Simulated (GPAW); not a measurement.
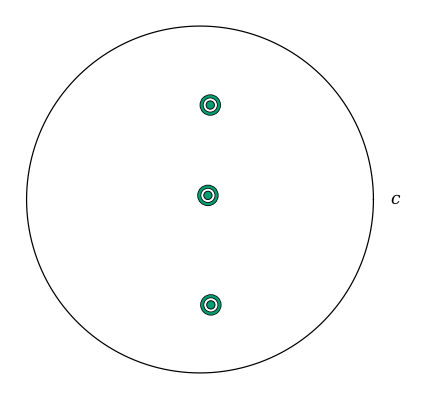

Stereographic projection: filled dots lie in the upper hemisphere, open rings in the lower. The a axis points at the viewer. The poles are all faces of one general form. Computed from the symmetry operations of a computed or model structure of composition MoS2.

Identify the point group and its elements.

3m (C3v), order 6, trigonal system: one threefold axis, three mirror planes.

Which physical properties does it allow?

It is not centrosymmetric; polar, so pyroelectricity and piezoelectricity are allowed; it is not chiral.
